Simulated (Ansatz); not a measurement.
# Fermi surface of Al2Cu (I4/mmm)

```
Al Cu
1.0
    -2.03034    2.03034    2.85109
     2.03034   -2.03034    2.85109
     2.03034    2.03034   -2.85109
Al Cu
2 1
Direct
  0.75000 0.25000 0.50000
  0.25000 0.75000 0.50000
  0.50000 0.50000 0.00000
```

These are results of DFT PBE, scalar-relativistic, plane waves, PAW; levels and slopes on a dense k mesh at the converged density (Ansatz), not measurements. No spin polarisation. Mesh 24×24×24, interpolated with the band slopes. Unrelaxed database geometry. The cell comes from a database of computed structures, not from a measurement.

## 1. The sheets

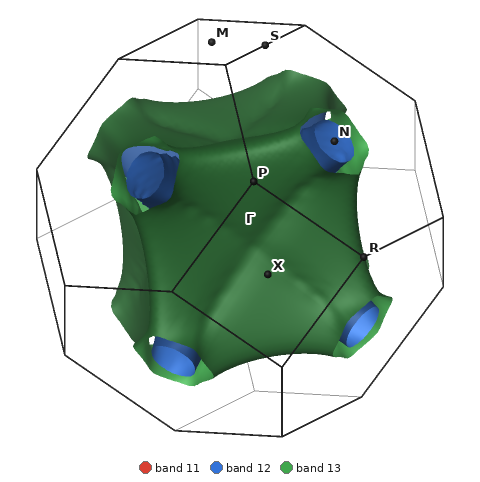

Computed Fermi surface of this crystal. Each colour is one band. The brighter face of a sheet looks towards empty states.

**What does each sheet look like, and where are the electron and hole pockets?**

Three bands cross the Fermi level; this is a three-dimensional metal.

Band 11: one hole pocket centred at Γ (2.9 % of the zone).
Band 12: an open hole network that joins neighbouring zones in all directions (13 % of the zone).
Band 13: an open network that joins neighbouring zones in all directions (the band is filled at M, X and P and empty at Γ and N).

## 2. Weight on the atoms

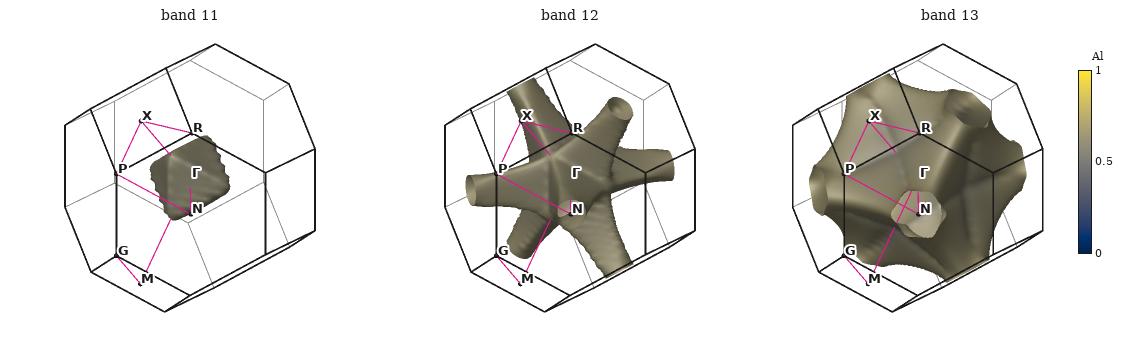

Fermi surface of this crystal, coloured by the weight of the states on Al (Voronoi cells).

**On which elements do the states at the Fermi level lie?**

Band 11: Al (60 %) and Cu (40 %). Band 12: Al (62 %) and Cu (38 %). Band 13: Al (63 %) and Cu (37 %).

## 3. Cuts and bands

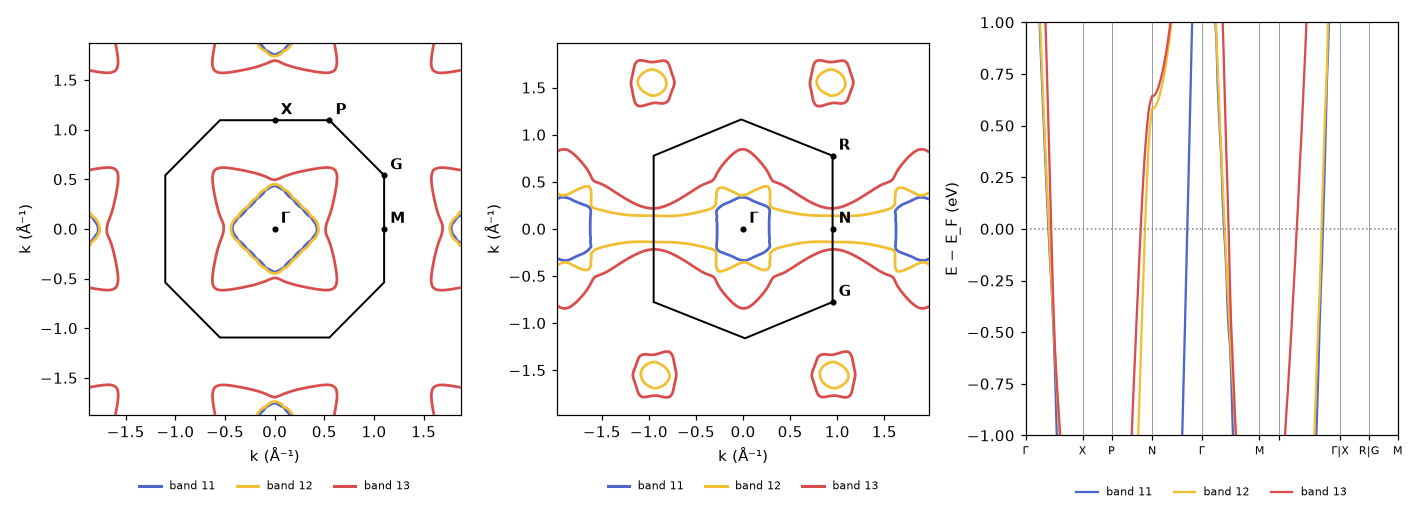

This crystal: cuts through the Fermi surface in the plane through Γ, M and X and the plane through Γ, N and R, and the bands that cross the Fermi level.

**For each band, read its level at the labelled points (eV from the Fermi level).**

```tsv
band	Γ	M	X	P	N
band 11	above	below	below	below	below
band 12	above	below	below	below	+0.58
band 13	above	below	below	below	+0.64
```

Negative values are filled states; "above" and "below" lie outside the plotted window.

## 4. Speeds

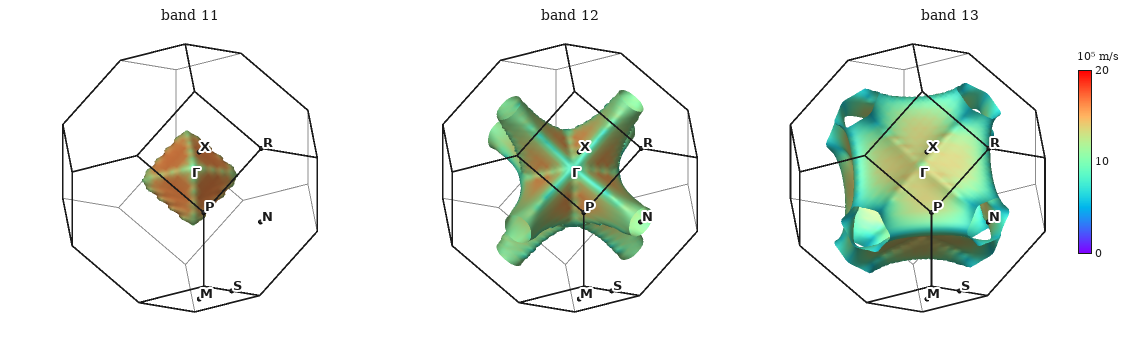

Fermi surface of this crystal, coloured by the Fermi speed.

**How fast are the electrons on each sheet?**

Band 11: 12 to 16 × 10⁵ m/s over most of the sheet, 15 × 10⁵ m/s on average over states. Band 12: 8.6 to 15 × 10⁵ m/s over most of the sheet, 12 × 10⁵ m/s on average over states. Band 13: 7.0 to 14 × 10⁵ m/s over most of the sheet, 10 × 10⁵ m/s on average over states.

**Which of these bands adds most to the density of states at the Fermi level?**

Band 13, with 0.47 of 0.84 states/eV per cell.

Necks and pockets thinner than about two mesh steps aren't resolved, so separate pockets may in truth be joined.

Cost: 24 s on 1 thread of Intel(R) Xeon(R) 6975P-C (Granite Rapids), on a shared host, peak memory 0.72 GiB.
